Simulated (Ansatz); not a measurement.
GaO: several calculations on one system

### Vibrations

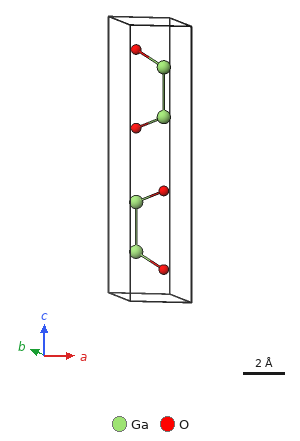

Normal modes of solid GaO (a generated structure), space group P6₃/mmc (No. 194), at the zone centre. Style: ball-and-stick. Shown: the cell of the calculation, slightly off an axis.

Theory: DFT PBE, scalar-relativistic, plane waves, PAW (Ansatz).

Input file:
```yaml
crystal:
  lattice:
    - [3.1046628427, 0.0, 0.0]
    - [-1.5523314213, 2.688716892, 0.0]
    - [0.0, 0.0, 13.9146021099]
  atoms:
    - { symbol: Ga, position: [0.3333333333, 0.6666666667, 0.1599723233] }
    - { symbol: Ga, position: [0.6666666667, 0.3333333333, 0.6599723233] }
    - { symbol: Ga, position: [0.3333333333, 0.6666666667, 0.3400276767] }
    - { symbol: Ga, position: [0.6666666667, 0.3333333333, 0.8400276767] }
    - { symbol: O, position: [0.3333333333, 0.6666666667, 0.6076662279] }
    - { symbol: O, position: [0.6666666667, 0.3333333333, 0.1076662279] }
    - { symbol: O, position: [0.3333333333, 0.6666666667, 0.8923337721] }
    - { symbol: O, position: [0.6666666667, 0.3333333333, 0.3923337721] }
basis:
  ecutwfc: 420
kpoints:
  mp_grid: { grid: [12, 12, 2] }
hamiltonian:
  xc: pbe
scf:
  occupations: { method: fixed }
output:
  eigenvalues: true
phonons:
  method: dfpt
  dielectric: true
  rigid_motions: translations
  eigenvectors: true
```

Command:
```bash
ansatz run input.yaml --threads 2 --pin off --max-ram 6144MiB --backend cpu --events-out ev --progress --plain --runs-dir out
```

Frequencies are those without the non-analytic (LO–TO) term.

> Give the spectrum at this point.

The calculation's cell holds 8 atoms, so there are 21 optical modes, in 11 levels. No level is unstable.

| level | symmetry | frequency (cm⁻¹) | activity |
| --- | --- | --- | --- |
| 1 | B₁g | 19 | silent |
| 2 | E₂g | 22 | Raman-active |
| 3 | E₂u | 75 | silent |
| 4 | E₁g | 78 | Raman-active |
| 5 | B₂u | 196 | silent |
| 6 | A₁g | 198 | Raman-active |
| 7 | A₂u | 403 | infrared-active |
| 8 | 8-fold | 452 | not assigned |
| 9 | B₁g | 477 | silent |
| 10 | B₂u | 487 | silent |
| 11 | A₁g | 491 | Raman-active |

The modes drawn as arrows (one member of each degenerate set), 6 of the levels:

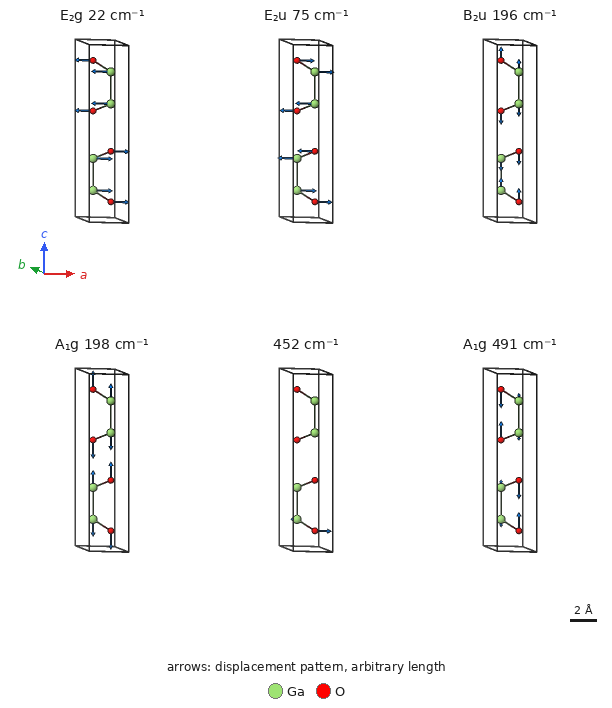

Limits of the set-up: layers or molecules are held without a dispersion correction, so their spacing is unreliable.

### Vibrations

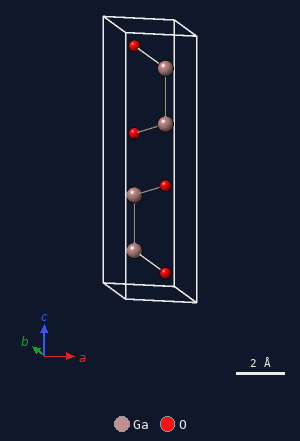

Normal modes of crystalline GaO (a generated structure) relaxed at 15 GPa, at the zone centre. Style: ball-and-stick. Shown: the cell of the calculation, slightly off an axis.

Method: DFT PBE, scalar-relativistic, plane waves, PAW (Ansatz). Set-up: plane-wave cutoff 420 eV; k-point mesh 12 × 12 × 4; occupations fixed; target pressure 15 GPa; no spin polarisation.

Frequencies are those without the non-analytic (LO–TO) term.

Which optical modes does it have, at what frequencies, and is it stable there?

Answer. The calculation's cell holds 8 atoms, so there are 21 optical modes, in 10 levels. No level is unstable.

```json
{"level": "1", "symmetry": "E₂u", "frequency (cm⁻¹)": "71", "activity": "silent"}
{"level": "2", "symmetry": "E₂g", "frequency (cm⁻¹)": "87", "activity": "Raman-active"}
{"level": "3", "symmetry": "triply degenerate", "frequency (cm⁻¹)": "108", "activity": "not assigned"}
{"level": "4", "symmetry": "B₂u", "frequency (cm⁻¹)": "231", "activity": "silent"}
{"level": "5", "symmetry": "A₁g", "frequency (cm⁻¹)": "263", "activity": "Raman-active"}
{"level": "6", "symmetry": "A₂u", "frequency (cm⁻¹)": "328", "activity": "infrared-active"}
{"level": "7", "symmetry": "5-fold", "frequency (cm⁻¹)": "515", "activity": "not assigned"}
{"level": "8", "symmetry": "4-fold", "frequency (cm⁻¹)": "536", "activity": "not assigned"}
{"level": "9", "symmetry": "B₁g", "frequency (cm⁻¹)": "551", "activity": "silent"}
{"level": "10", "symmetry": "A₁g", "frequency (cm⁻¹)": "558", "activity": "Raman-active"}
```

The displacement patterns (one member of each degenerate set), 6 of the levels:

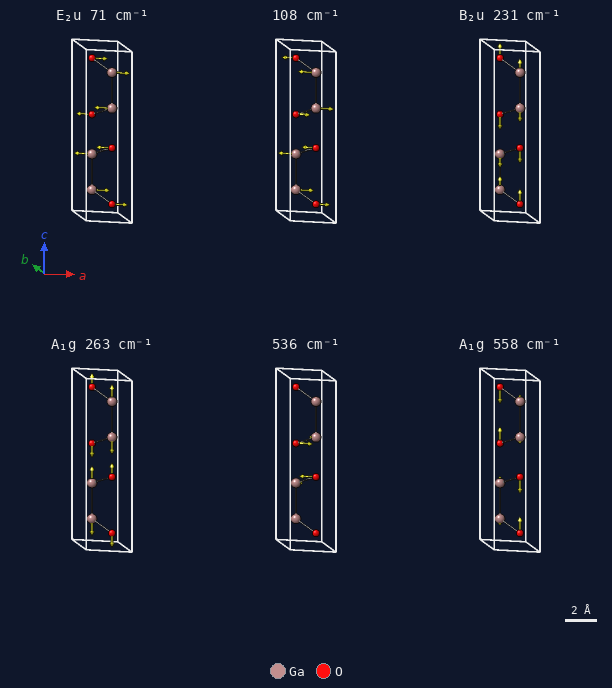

Limits of the set-up: layers or molecules are held without a dispersion correction, so their spacing is unreliable.

### One mode

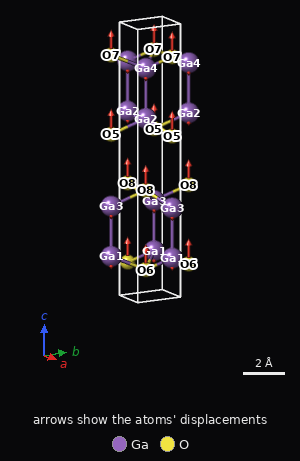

One vibrational mode of crystalline GaO (a generated structure) at 0.98 times its rest volume at the zone centre. The red arrows are the displacements of the atoms (eigenvector over the root of the mass), of arbitrary overall length and sign. Style: ball-and-stick. Shown: the cell of the calculation, slightly off an axis.

Level of theory: Ansatz, DFT PBE, scalar-relativistic, plane waves, PAW.

Input
```yaml
crystal:
  lattice:
    - [3.1045168386, 0.0, 0.0]
    - [-1.5522584193, 2.6885904487, 0.0]
    - [0.0, 0.0, 13.6375927177]
  atoms:
    - { symbol: Ga, position: [0.3333333333, 0.6666666667, 0.1582004594] }
    - { symbol: Ga, position: [0.6666666667, 0.3333333333, 0.6582004594] }
    - { symbol: Ga, position: [0.3333333333, 0.6666666667, 0.3417995406] }
    - { symbol: Ga, position: [0.6666666667, 0.3333333333, 0.8417995406] }
    - { symbol: O, position: [0.3333333333, 0.6666666667, 0.6049378274] }
    - { symbol: O, position: [0.6666666667, 0.3333333333, 0.1049378274] }
    - { symbol: O, position: [0.3333333333, 0.6666666667, 0.8950621726] }
    - { symbol: O, position: [0.6666666667, 0.3333333333, 0.3950621726] }
basis:
  ecutwfc: 420
kpoints:
  mp_grid: { grid: [12, 12, 2] }
hamiltonian:
  xc: pbe
scf:
  occupations: { method: fixed }
output:
  eigenvalues: true
phonons:
  method: dfpt
  dielectric: true
  rigid_motions: translations
  eigenvectors: true
```

Run as
```bash
ansatz run input.yaml --threads 2 --pin off --max-ram 6144MiB --backend cpu --events-out ev --progress --plain --runs-dir out
```

Frequencies are those without the non-analytic (LO–TO) term.

Q: Describe the mode and give its frequency.

A: This is the A₂u mode at 49.2 meV, optical level 6 of 11, counted from below, infrared-active by symmetry. The O sublattice moves against the Ga sublattice, along c; the kinetic energy is shared as O 81 %, Ga 19 %. Its infrared intensity is 13 (D/Å)²/amu.

Limits of the set-up: layers or molecules are held without a dispersion correction, so their spacing is unreliable.
